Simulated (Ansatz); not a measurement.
Si (4 atoms in the cell), run with Ansatz.

```
crystal:
  lattice:
    - [3.8512806327, 0.0, 0.0]
    - [-1.9256403163, 3.335306865, 0.0]
    - [0.0954753409, 0.0, 6.3650227251]
  atoms:
    - { symbol: Si, position: [0.3323967738, 0.6666818977, 0.0629512436] }
    - { symbol: Si, position: [0.6657148761, 0.3333181023, 0.5629512436] }
    - { symbol: Si, position: [0.3342851239, 0.6666818977, 0.4370487564] }
    - { symbol: Si, position: [0.6676032262, 0.3333181023, 0.9370487564] }
basis:
  ecutwfc: 420
kpoints:
  mp_grid: { grid: [12, 12, 6] }
hamiltonian:
  xc: pbe
scf:
  occupations: { method: gaussian, width: 0.02 }
  max_iter: 50
output:
  forces: true
  eigenvalues: true
  stress: true
magnetization:
  spin_polarized: true
  initial_magnetization: 7
```

Run as:
```bash
ansatz run input.yaml --threads 1 --pin off --max-ram 2560MiB --backend cpu --events-out ev --progress --plain --runs-dir out
```

> Will this run converge, and how?

The run converged; it took 13 iterations. The residual comes down, with one marked jump up, by a factor of about 5, at step 2. The program keeps the magnetisation out of the quasi-Newton mixer until iteration 7 and then restarts the mixer with it. From the first spectrum the program read the system as a metal and chose the Kerker preconditioner. The net moment goes from 7.0 to 0.0 μB per cell, so the magnetism dies out. The input holds an odd setting (an impossible spin). The SCF closed; whether the result suffers can't be told from this run alone.

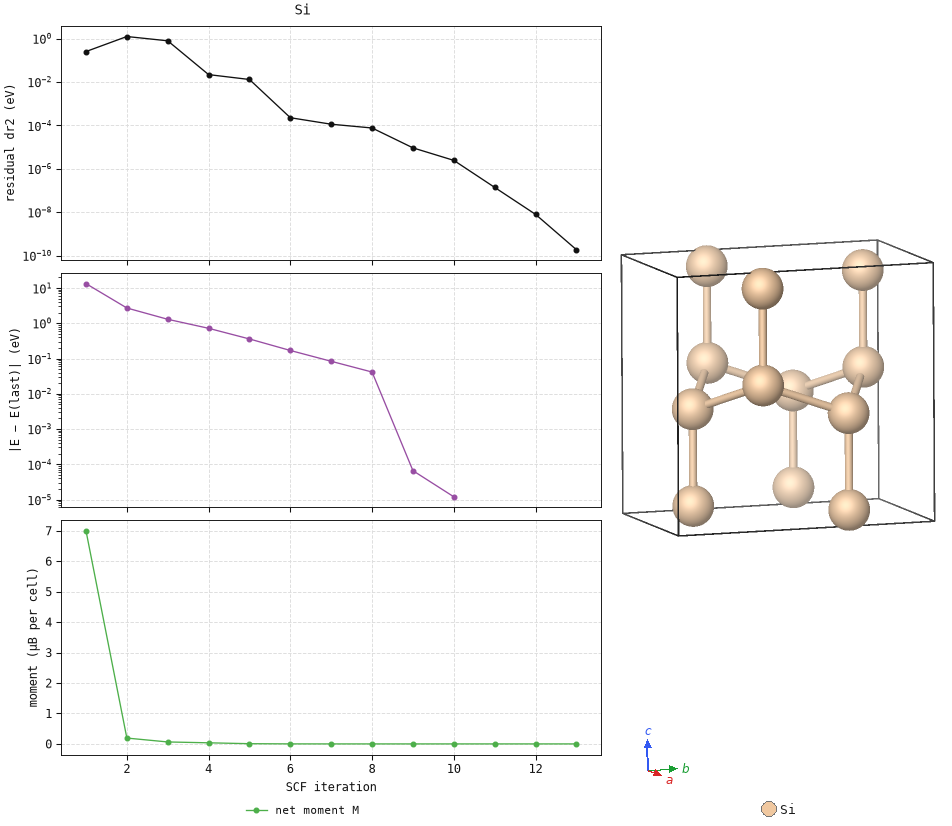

Beside the plot: the structure in its conventional cell.

SCF iterations of a calculation: density residual dr2, distance of the Harris–Foulkes energy from its last value, magnetic moments. Energy differences below 3 × 10⁻⁶ eV aren't drawn. dr2 is the charge part; the magnetisation has a residual of its own.
